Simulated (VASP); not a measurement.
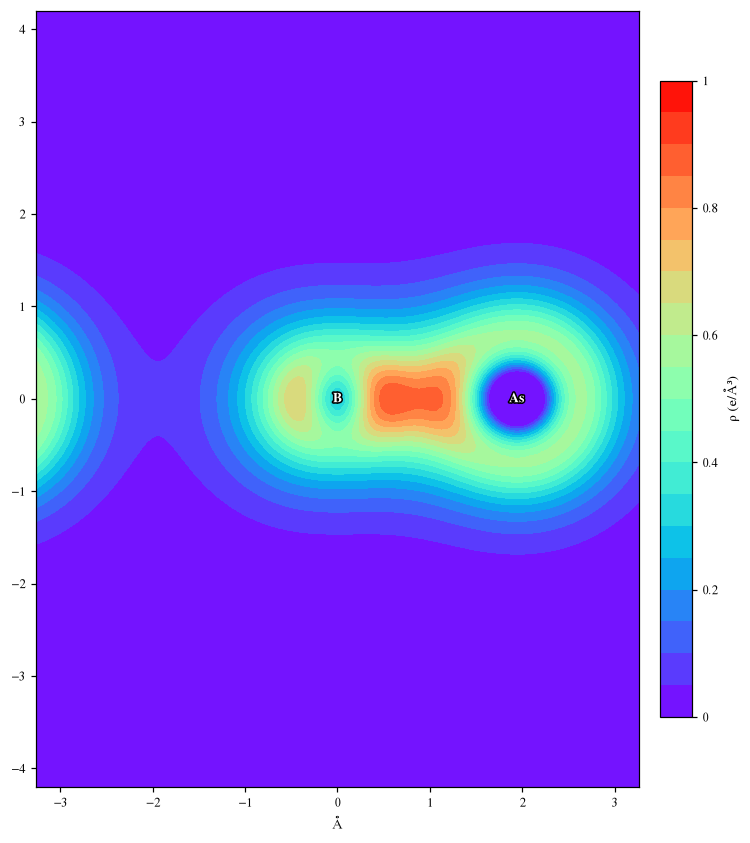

Figure. BAs. Valence charge density (pseudo) on the (110) plane of the calculation cell, a cut from vacuum to vacuum.

The calculation used VASP, Kohn-Sham DFT of a periodic cell, PBEsol, spin-orbit coupling, VASP PAW PBE potentials, recommended.

In a PAW calculation such maps are meaningful between the atoms, not at the nuclei.

### Read the bonding off the picture.

Atoms in the plane: B and As.
B–As (1.94 Å): ρ is about 0.87 e/Å³ halfway.
The density dies away to nearly zero in the vacuum.
